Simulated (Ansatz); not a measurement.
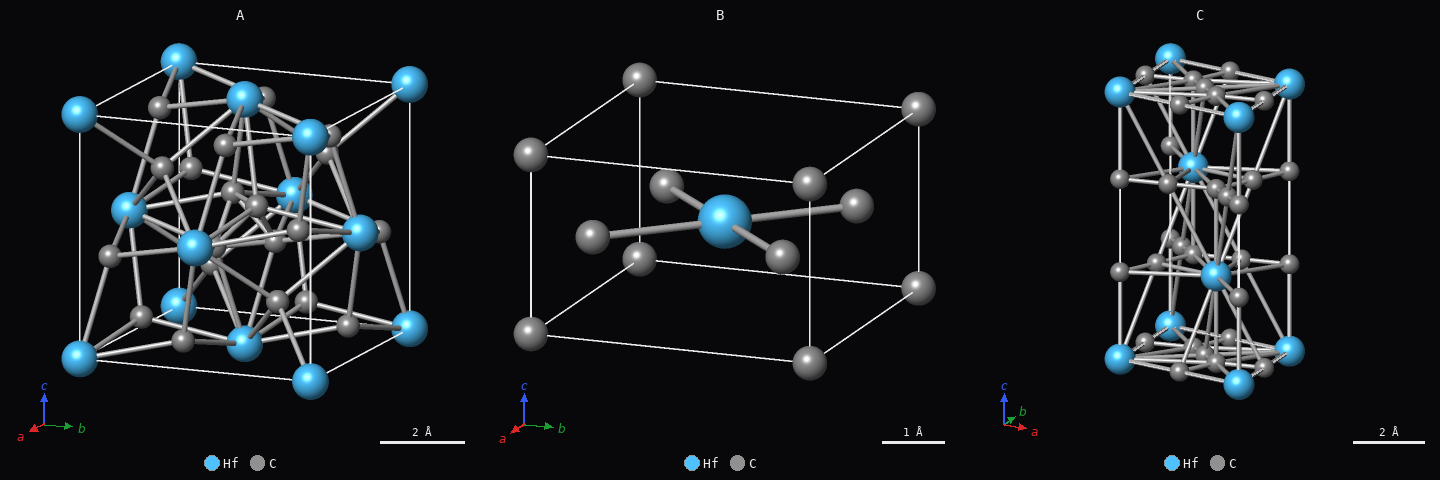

Three structures of HfC$_{5}$, each relaxed to rest (conventional cells in solid outline, small ones repeated, each panel with its own scale). Method: DFT PBE, scalar-relativistic, plane waves, PAW (Ansatz), without spin polarisation.

What are the structures shown?

Answer. A: 24 atoms a cell on a face-centred cubic lattice, F-43m; B: 6 atoms a cell on a primitive tetragonal lattice, P4/mmm; C: 18 atoms a cell on a rhombohedral (trigonal R) lattice, R-3m.

Which of these is lowest in energy, and how far above it do the others lie?

Answer. C, then B (+937 meV/atom) and A (+1119 meV/atom), energies at zero smearing.

Collect the results in a table.

Answer.
| panel | structure | E − E(lowest) (meV/atom) | volume (Å³/atom) | gap (eV) |
| --- | --- | --- | --- | --- |
| C | R-3m | 0 | 9.0 | metal |
| B | P4/mmm | 937 | 11.8 | metal |
| A | F-43m | 1119 | 9.0 | metal |

Some of these may be structure types tried for this composition rather than known phases, and the most stable form need not be among them. Gaps are taken on the k-mesh or band path of each run.
